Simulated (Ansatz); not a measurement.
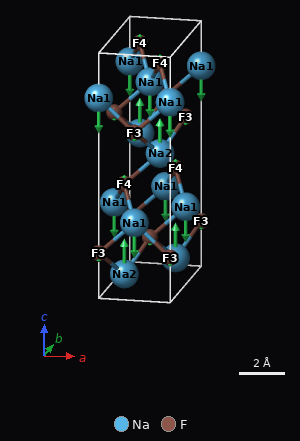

One vibrational mode of solid NaF (a generated structure) at the zone centre. The green arrows give the relative displacements of the atoms. Style: ball-and-stick. Shown: the conventional cell (4 times the calculation's cell), slightly off an axis. Lengths and directions refer to the drawn axes.

Theory: Ansatz, DFT PBE, scalar-relativistic, plane waves, PAW. (plane-wave cutoff 420 eV; k-point mesh 8 × 8 × 8; occupations fixed; no spin polarisation)

Frequencies are those without the non-analytic (LO–TO) term.

What mode is this, and where does it lie in the spectrum?

This is the A₂ mode at 296 cm⁻¹, optical level 8 of 9, counted from below (1 lower level is imaginary, so the structure is unstable), Raman-active by symmetry. All motion is along c; atoms of one kind move against one another, with no net shift of any sublattice; the kinetic energy is shared as Na 99 %, F 1 %.
